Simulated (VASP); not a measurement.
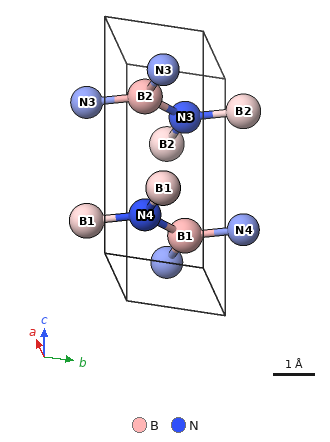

**Figure 1.** The starting structure (ball-and-stick view of the cell of the calculation, seen at an oblique angle; neighbours outside the cell are drawn fainter; atoms are numbered from 1 in the order of the input).

# BN: geometry relaxation (part 1 of 3)

- system: BN (P6₃/mmc, 4 atoms in the cell)
- method: Kohn-Sham DFT of a periodic cell, r2SCAN with rVV10, VASP PAW PBE potentials, recommended, no spin polarisation (VASP 6.6.1)

The structure derives from an entry of the Crystallography Open Database.

## OSZICAR
```
N       E                     dE             d eps       ncg     rms          rms(c)
DAV:   1     0.677598401701E+02    0.67760E+02   -0.92222E+03  1368   0.142E+03
DAV:   2    -0.409685476910E+02   -0.10873E+03   -0.98709E+02  2108   0.299E+02
DAV:   3    -0.459619736607E+02   -0.49934E+01   -0.49549E+01  1760   0.653E+01
DAV:   4    -0.460142803371E+02   -0.52307E-01   -0.52278E-01  1680   0.714E+00
DAV:   5    -0.460150247768E+02   -0.74444E-03   -0.74423E-03  1744   0.850E-01    0.105E+01
DAV:   6    -0.399706538688E+02    0.60444E+01   -0.61802E+00  1584   0.210E+01    0.547E+00
DAV:   7    -0.377426596910E+02    0.22280E+01   -0.61340E-01  1696   0.875E+00    0.284E+00
DAV:   8    -0.398692251615E+02   -0.21266E+01   -0.15875E+00  1464   0.116E+01    0.180E+00
DAV:   9    -0.384094563609E+02    0.14598E+01   -0.50336E-01  1368   0.871E+00    0.260E-01
DAV:  10    -0.381935657329E+02    0.21589E+00   -0.76963E-02  1472   0.322E+00    0.184E-01
DAV:  11    -0.381277650439E+02    0.65801E-01   -0.23726E-02  1416   0.187E+00    0.156E-01
DAV:  12    -0.381454503457E+02   -0.17685E-01   -0.21532E-02  1380   0.181E+00    0.110E-01
DAV:  13    -0.381756911714E+02   -0.30241E-01   -0.85624E-03  1576   0.107E+00    0.689E-02
DAV:  14    -0.381947535110E+02   -0.19062E-01   -0.36511E-03  1384   0.850E-01    0.149E-02
DAV:  15    -0.381952674051E+02   -0.51389E-03   -0.29060E-04  1620   0.245E-01    0.515E-03
DAV:  16    -0.381952970706E+02   -0.29666E-04   -0.83796E-06  1684   0.375E-02    0.343E-03
DAV:  17    -0.381953190231E+02   -0.21952E-04   -0.74490E-06  1496   0.328E-02    0.275E-03
DAV:  18    -0.381953233443E+02   -0.43212E-05   -0.21671E-06  1584   0.181E-02    0.821E-04
DAV:  19    -0.381953236927E+02   -0.34837E-06   -0.10582E-07  1344   0.479E-03    0.621E-04
DAV:  20    -0.381953237210E+02   -0.28301E-07   -0.29766E-08  1052   0.212E-03
   1 F= -.38195324E+02 E0= -.38195324E+02  d E =-.381953E+02
       N       E                     dE             d eps       ncg     rms          rms(c)
DAV:   1    -0.382329220670E+02   -0.37598E-01   -0.10962E+01  1504   0.365E+01    0.339E+00
DAV:   2    -0.378540730497E+02    0.37885E+00   -0.53152E-01  1524   0.748E+00    0.154E+00
DAV:   3    -0.380153598938E+02   -0.16129E+00   -0.12658E-01  1468   0.367E+00    0.473E-01
DAV:   4    -0.380105775971E+02    0.47823E-02   -0.31814E-02  1444   0.225E+00    0.215E-01
DAV:   5    -0.380059217064E+02    0.46559E-02   -0.31290E-02  1456   0.206E+00    0.756E-02
DAV:   6    -0.380238482657E+02   -0.17927E-01   -0.55680E-03  1492   0.871E-01    0.475E-02
DAV:   7    -0.380250592301E+02   -0.12110E-02   -0.42885E-04  1572   0.251E-01    0.250E-02
DAV:   8    -0.380251940721E+02   -0.13484E-03   -0.57374E-05  1604   0.897E-02    0.416E-03
DAV:   9    -0.380251721538E+02    0.21918E-04   -0.13085E-05  1520   0.509E-02    0.366E-03
DAV:  10    -0.380251996425E+02   -0.27489E-04   -0.29581E-06  1528   0.233E-02    0.115E-03
DAV:  11    -0.380251918958E+02    0.77466E-05   -0.12971E-07  1284   0.501E-03    0.593E-04
DAV:  12    -0.380251982984E+02   -0.64025E-05   -0.92984E-08  1096   0.409E-03    0.240E-04
DAV:  13    -0.380251977480E+02    0.55036E-06   -0.37837E-08  1072   0.298E-03    0.127E-04
DAV:  14    -0.380251977156E+02    0.32393E-07   -0.26876E-09   860   0.590E-04
   2 F= -.38025198E+02 E0= -.38025198E+02  d E =0.170126E+00
       N       E                     dE             d eps       ncg     rms          rms(c)
DAV:   1    -0.383301600697E+02   -0.30496E+00   -0.48377E+00  1548   0.232E+01    0.225E+00
DAV:   2    -0.382157515537E+02    0.11441E+00   -0.19563E-01  1688   0.445E+00    0.102E+00
DAV:   3    -0.382454615133E+02   -0.29710E-01   -0.70263E-02  1472   0.262E+00    0.332E-01
DAV:   4    -0.382353033677E+02    0.10158E-01   -0.26764E-02  1384   0.189E+00    0.219E-01
DAV:   5    -0.382435795156E+02   -0.82761E-02   -0.16907E-02  1424   0.147E+00    0.495E-02
DAV:   6    -0.382491326820E+02   -0.55532E-02   -0.26835E-03  1532   0.571E-01    0.429E-02
DAV:   7    -0.382497838559E+02   -0.65117E-03   -0.42162E-04  1384   0.258E-01    0.235E-02
DAV:   8    -0.382497927709E+02   -0.89151E-05   -0.50322E-05  1576   0.817E-02    0.765E-03
DAV:   9    -0.382498141187E+02   -0.21348E-04   -0.14412E-05  1504   0.438E-02    0.145E-03
DAV:  10    -0.382498018285E+02    0.12290E-04   -0.22952E-06  1588   0.208E-02    0.204E-03
DAV:  11    -0.382498123108E+02   -0.10482E-04   -0.35217E-07  1516   0.746E-03    0.102E-03
DAV:  12    -0.382498094271E+02    0.28837E-05   -0.19717E-07  1204   0.527E-03    0.337E-04
DAV:  13    -0.382498098183E+02   -0.39118E-06   -0.14447E-08   872   0.146E-03    0.238E-04
DAV:  14    -0.382498097357E+02    0.82520E-07   -0.53548E-09   740   0.764E-04
   3 F= -.38249810E+02 E0= -.38249810E+02  d E =-.544860E-01
       N       E                     dE             d eps       ncg     rms          rms(c)
DAV:   1    -0.382498693731E+02   -0.59555E-04   -0.84290E-04  1532   0.310E-01    0.300E-02
DAV:   2    -0.382498490456E+02    0.20327E-04   -0.34638E-05  1600   0.609E-02    0.134E-02
DAV:   3    -0.382498530548E+02   -0.40091E-05   -0.12098E-05  1468   0.363E-02    0.431E-03
DAV:   4    -0.382498599140E+02   -0.68592E-05   -0.37565E-06  1452   0.225E-02    0.268E-03
DAV:   5    -0.382498520071E+02    0.79069E-05   -0.27199E-06  1496   0.185E-02    0.681E-04
DAV:   6    -0.382498567241E+02   -0.47170E-05   -0.40535E-07  1524   0.719E-03    0.572E-04
DAV:   7    -0.382498559909E+02    0.73324E-06   -0.69284E-08   920   0.333E-03    0.275E-04
DAV:   8    -0.382498568098E+02   -0.81893E-06   -0.73245E-09   768   0.908E-04    0.121E-04
DAV:   9    -0.382498566380E+02    0.17184E-06   -0.30008E-09   712   0.584E-04    0.284E-05
DAV:  10    -0.382498568876E+02   -0.24961E-06   -0.76859E-10   696   0.411E-04    0.107E-05
DAV:  11    -0.382498567831E+02    0.10446E-06   -0.75586E-11   696   0.103E-04    0.717E-06
DAV:  12    -0.382498567678E+02    0.15378E-07   -0.48394E-11   696   0.857E-05
   4 F= -.38249857E+02 E0= -.38249857E+02  d E =-.545330E-01
       N       E                     dE             d eps       ncg     rms          rms(c)
DAV:   1    -0.382498481988E+02    0.85843E-05   -0.49952E-04  1540   0.239E-01    0.231E-02
DAV:   2    -0.382498366863E+02    0.11513E-04   -0.20485E-05  1588   0.468E-02    0.103E-02
DAV:   3    -0.382498383725E+02   -0.16862E-05   -0.71724E-06  1460   0.279E-02    0.332E-03
DAV:   4    -0.382498437420E+02   -0.53696E-05   -0.22253E-06  1452   0.173E-02    0.206E-03
DAV:   5    -0.382498376787E+02    0.60633E-05   -0.16166E-06  1508   0.143E-02    0.528E-04
DAV:   6    -0.382498410829E+02   -0.34042E-05   -0.24034E-07  1408   0.556E-03    0.424E-04
DAV:   7    -0.382498405078E+02    0.57513E-06   -0.43810E-08   928   0.261E-03    0.213E-04
DAV:   8    -0.382498411321E+02   -0.62432E-06   -0.48005E-09   700   0.741E-04    0.969E-05
DAV:   9    -0.382498410037E+02    0.12833E-06   -0.17818E-09   696   0.465E-04    0.268E-05
DAV:  10    -0.382498411897E+02   -0.18598E-06   -0.45318E-10   696   0.311E-04    0.108E-05
DAV:  11    -0.382498411102E+02    0.79541E-07   -0.43661E-11   696   0.794E-05
   5 F= -.38249841E+02 E0= -.38249841E+02  d E =-.545174E-01
       N       E                     dE             d eps       ncg     rms          rms(c)
DAV:   1    -0.382502687537E+02   -0.42756E-03   -0.15796E-02  1368   0.116E+00    0.776E-02
DAV:   2    -0.382500188924E+02    0.24986E-03   -0.24974E-04  1616   0.160E-01    0.462E-02
DAV:   3    -0.382499225005E+02    0.96392E-04   -0.27232E-04  1572   0.154E-01    0.799E-03
DAV:   4    -0.382499591825E+02   -0.36682E-04   -0.48978E-05  1420   0.851E-02    0.572E-03
DAV:   5    -0.382499676665E+02   -0.84840E-05   -0.17107E-05  1416   0.518E-02    0.305E-03
DAV:   6    -0.382499713088E+02   -0.36423E-05   -0.60468E-06  1380   0.316E-02    0.936E-04
DAV:   7    -0.382499735059E+02   -0.21971E-05   -0.63823E-07  1552   0.905E-03    0.984E-04
DAV:   8    -0.382499724373E+02    0.10686E-05   -0.12139E-07  1072   0.478E-03    0.201E-04
DAV:   9    -0.382499733120E+02   -0.87468E-06   -0.46069E-08   972   0.286E-03    0.137E-04
DAV:  10    -0.382499729043E+02    0.40769E-06   -0.11524E-08   776   0.144E-03    0.376E-05
DAV:  11    -0.382499729799E+02   -0.75618E-07   -0.22695E-09   692   0.573E-04
   6 F= -.38249973E+02 E0= -.38249973E+02  d E =-.131870E-03
       N       E                     dE             d eps       ncg     rms          rms(c)
DAV:   1    -0.382499729727E+02   -0.68389E-07   -0.16596E-08   696   0.122E-03    0.758E-05
DAV:   2    -0.382499729697E+02    0.29809E-08   -0.12296E-09   688   0.419E-04
   7 F= -.38249973E+02 E0= -.38249973E+02  d E =-.131860E-03
       N       E                     dE             d eps       ncg     rms          rms(c)
DAV:   1    -0.382501972257E+02   -0.22425E-03   -0.41309E-03  1368   0.583E-01    0.547E-02
DAV:   2    -0.382501046239E+02    0.92602E-04   -0.14668E-04  1516   0.124E-01    0.237E-02
DAV:   3    -0.382500780489E+02    0.26575E-04   -0.58831E-05  1596   0.653E-02    0.789E-03
DAV:   4    -0.382500772306E+02    0.81831E-06   -0.93593E-06  1500   0.381E-02    0.306E-03
DAV:   5    -0.382500779327E+02   -0.70216E-06   -0.62231E-06  1412   0.336E-02    0.149E-03
DAV:   6    -0.382500794771E+02   -0.15443E-05   -0.16643E-06  1376   0.184E-02    0.795E-04
DAV:   7    -0.382500799563E+02   -0.47924E-06   -0.15273E-07  1224   0.573E-03    0.255E-04
DAV:   8    -0.382500798505E+02    0.10581E-06   -0.33539E-08  1096   0.251E-03    0.991E-05
DAV:   9    -0.382500799517E+02   -0.10123E-06   -0.95606E-09   768   0.117E-03    0.284E-05
DAV:  10    -0.382500799090E+02    0.42748E-07   -0.26162E-09   684   0.699E-04
   8 F= -.38250080E+02 E0= -.38250080E+02  d E =-.106939E-03
       N       E                     dE             d eps       ncg     rms          rms(c)
DAV:   1    -0.382514219507E+02   -0.13420E-02   -0.37295E-02  1368   0.175E+00    0.165E-01
DAV:   2    -0.382505870697E+02    0.83488E-03   -0.13248E-03  1516   0.372E-01    0.713E-02
DAV:   3    -0.382503514619E+02    0.23561E-03   -0.53012E-04  1596   0.196E-01    0.237E-02
DAV:   4    -0.382503412592E+02    0.10203E-04   -0.84265E-05  1500   0.114E-01    0.921E-03
DAV:   5    -0.382503463907E+02   -0.51314E-05   -0.56054E-05  1420   0.101E-01    0.448E-03
DAV:   6    -0.382503617216E+02   -0.15331E-04   -0.15021E-05  1368   0.553E-02    0.239E-03
DAV:   7    -0.382503639609E+02   -0.22393E-05   -0.13880E-06  1464   0.171E-02    0.786E-04
DAV:   8    -0.382503640352E+02   -0.74284E-07   -0.30179E-07  1592   0.782E-03
   9 F= -.38250364E+02 E0= -.38250364E+02  d E =-.391065E-03
       N       E                     dE             d eps       ncg     rms          rms(c)
DAV:   1    -0.382550146941E+02   -0.46507E-02   -0.15032E-01  1368   0.352E+00    0.330E-01
DAV:   2    -0.382516561801E+02    0.33585E-02   -0.53329E-03  1520   0.748E-01    0.143E-01
DAV:   3    -0.382507203008E+02    0.93588E-03   -0.21240E-03  1596   0.393E-01    0.476E-02
DAV:   4    -0.382506714229E+02    0.48878E-04   -0.33178E-04  1500   0.226E-01    0.185E-02
DAV:   5    -0.382506979361E+02   -0.26513E-04   -0.21847E-04  1420   0.199E-01    0.893E-03
DAV:   6    -0.382507542392E+02   -0.56303E-04   -0.58592E-05  1368   0.110E-01    0.481E-03
DAV:   7    -0.382507611200E+02   -0.68807E-05   -0.53729E-06  1480   0.337E-02    0.156E-03
DAV:   8    -0.382507623240E+02   -0.12040E-05   -0.11578E-06  1592   0.153E-02    0.516E-04
DAV:   9    -0.382507632984E+02   -0.97446E-06   -0.30206E-07  1416   0.772E-03    0.235E-04
DAV:  10    -0.382507631623E+02    0.13616E-06   -0.86623E-08   956   0.427E-03    0.175E-04
DAV:  11    -0.382507632654E+02   -0.10311E-06   -0.16720E-08   920   0.160E-03    0.126E-04
DAV:  12    -0.382507632584E+02    0.69572E-08   -0.10944E-09   704   0.491E-04
  10 F= -.38250763E+02 E0= -.38250763E+02  d E =-.790289E-03
       N       E                     dE             d eps       ncg     rms          rms(c)
DAV:   1    -0.382679459122E+02   -0.17183E-01   -0.61021E-01  1368   0.712E+00    0.665E-01
DAV:   2    -0.382544161190E+02    0.13530E-01   -0.21598E-02  1524   0.151E+00    0.289E-01
DAV:   3    -0.382506889281E+02    0.37272E-02   -0.85454E-03  1596   0.789E-01    0.959E-02
DAV:   4    -0.382504398274E+02    0.24910E-03   -0.13091E-03  1496   0.449E-01    0.373E-02
DAV:   5    -0.382506178048E+02   -0.17798E-03   -0.86760E-04  1436   0.396E-01    0.177E-02
DAV:   6    -0.382507954345E+02   -0.17763E-03   -0.23521E-04  1368   0.219E-01    0.972E-03
DAV:   7    -0.382508187587E+02   -0.23324E-04   -0.21284E-05  1488   0.669E-02    0.315E-03
DAV:   8    -0.382508244135E+02   -0.56548E-05   -0.44368E-06  1576   0.293E-02    0.107E-03
DAV:   9    -0.382508271111E+02   -0.26976E-05   -0.11053E-06  1448   0.147E-02    0.486E-04
DAV:  10    -0.382508270675E+02    0.43569E-07   -0.34089E-07  1412   0.828E-03
  11 F= -.38250827E+02 E0= -.38250827E+02  d E =-.854098E-03
       N       E                     dE             d eps       ncg     rms          rms(c)
DAV:   1    -0.382543943575E+02   -0.35672E-02   -0.12256E-01  1368   0.317E+00    0.298E-01
DAV:   2    -0.382516600650E+02    0.27343E-02   -0.43412E-03  1536   0.679E-01    0.129E-01
DAV:   3    -0.382508984194E+02    0.76165E-03   -0.17390E-03  1592   0.355E-01    0.427E-02
DAV:   4    -0.382508829780E+02    0.15441E-04   -0.26773E-04  1492   0.202E-01    0.166E-02
DAV:   5    -0.382508613479E+02    0.21630E-04   -0.17933E-04  1432   0.179E-01    0.818E-03
DAV:   6    -0.382509210478E+02   -0.59700E-04   -0.47398E-05  1368   0.982E-02    0.421E-03
DAV:   7    -0.382509221028E+02   -0.10551E-05   -0.43111E-06  1488   0.300E-02    0.139E-03
DAV:   8    -0.382509247903E+02   -0.26874E-05   -0.99353E-07  1532   0.142E-02    0.446E-04
DAV:   9    -0.382509247513E+02    0.38955E-07   -0.26348E-07  1416   0.726E-03
  12 F= -.38250925E+02 E0= -.38250925E+02  d E =-.951782E-03
```

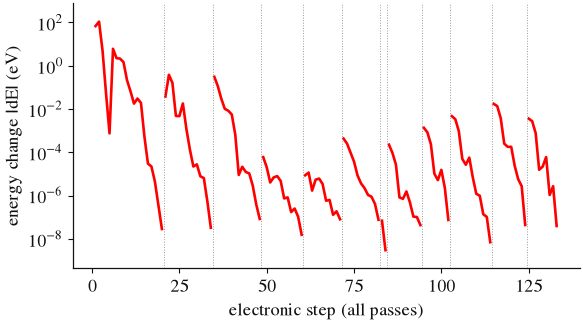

**Figure 2.** Convergence of the self-consistent field: energy change |dE| against the electronic step. Each stretch between dotted lines is the SCF of one geometry step of a relaxation. The 12 ionic steps take 2 to 20 electronic steps each. The density is held fixed in the first few steps, and dE rises again when its update begins.

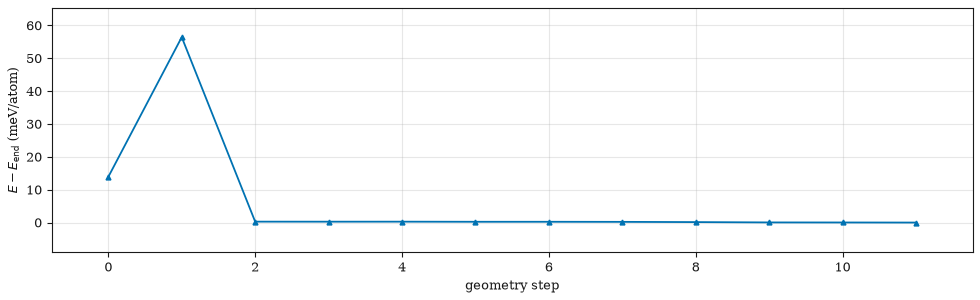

**Figure 3.** Progress of the relaxation, step by step (steps are counted from 0).

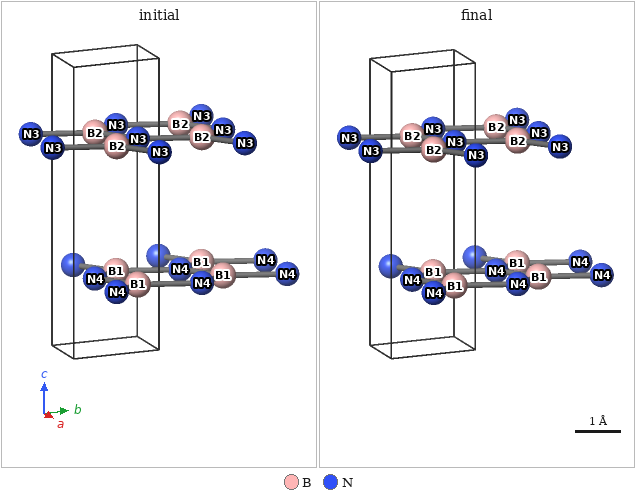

**Figure 4.** Before (left) and after (right) the relaxation, at one scale (ball-and-stick view of the cell of the calculation, repeated 2 × 2 × 1, with bonded neighbours outside it, seen slightly off an axis). The energy falls by 13.9 meV per atom in 11 geometry steps. All forces vanish by symmetry, so only the cell relaxes. The atoms keep their places relative to the cell (all moves are under 0.005 Å). The drawn cell changes as follows: a = b 2.540 → 2.502 Å (−1.5 %), c 6.598 → 6.489 Å (−1.7 %); the volume changes by −4.5 %. Among the contacts that change: B1–N4 1.466 → 1.445 Å. The space group stays P6_3/mmc (No. 194). (Atoms are counted from 1 in the order of the input.)

## Parts of OUTCAR
```
SYSTEM = BN
   PREC = Accurate
   ENCUT = 600
   EDIFF = 1E-7
   ISMEAR = 0
   LREAL = .FALSE.
   LASPH = .TRUE.
   NELM = 80
   ISIF = 3
   METAGGA = R2SCAN
   IVDW_NL = 2
   BPARAM = 11.95
   IBRION = 2
   NSW = 90
   EDIFFG = -0.005

 ion  position               nearest neighbor table
   1  0.333  0.667  0.250-   4 1.47   4 1.47   4 1.47
   2  0.667  0.333  0.750-   3 1.47   3 1.47   3 1.47
   3  0.333  0.667  0.750-   2 1.47   2 1.47   2 1.47
   4  0.667  0.333  0.250-   1 1.47   1 1.47   1 1.47

  LATTYP: Found a hexagonal cell.
 ALAT       =     2.5400000000
 C/A-ratio  =     2.5976377953

  Lattice vectors:

 A1 = (   2.5400000000,   0.0000000000,   0.0000000000)
 A2 = (  -1.2700000000,   2.1997045300,   0.0000000000)
 A3 = (   0.0000000000,   0.0000000000,   6.5980000000)

Analysis of symmetry for initial positions (statically):
=====================================================================
 Subroutine PRICEL returns:
 Original cell was already a primitive cell.

 Routine SETGRP: Setting up the symmetry group for a
 hexagonal supercell.
```
